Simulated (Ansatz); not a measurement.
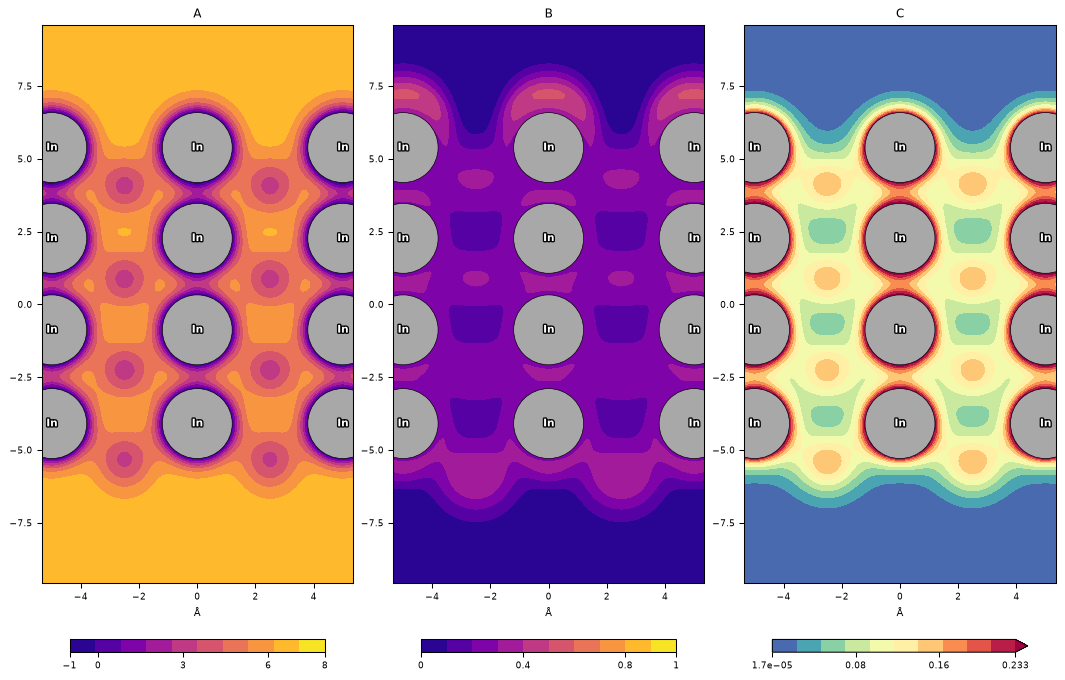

In (slab): 3 fields on the (100) plane of the calculation cell, a cut from vacuum to vacuum, with unlabelled colour scales. Grey discs cover the atomic cores.

All numbers below come from DFT PBEsol, scalar-relativistic, plane waves, PAW (Ansatz).

> The panels show electron localisation function, electrostatic potential energy of an electron and valence pseudo-density in some order. Assign them.

Panel A: electrostatic potential energy of an electron (low next to the atoms, rising into the space between them). Panel B: electron localisation function. Panel C: valence pseudo-density. From the grid: In–In (3.14 Å): ρ at the midpoint is about 0.17 e/Å³; the ELF is about 0.35 at the midpoint (no shared electron pair shows on this line). In–In (3.22 Å): ρ at the midpoint is about 0.15 e/Å³; the ELF is about 0.30 at the midpoint (no shared electron pair shows on this line).
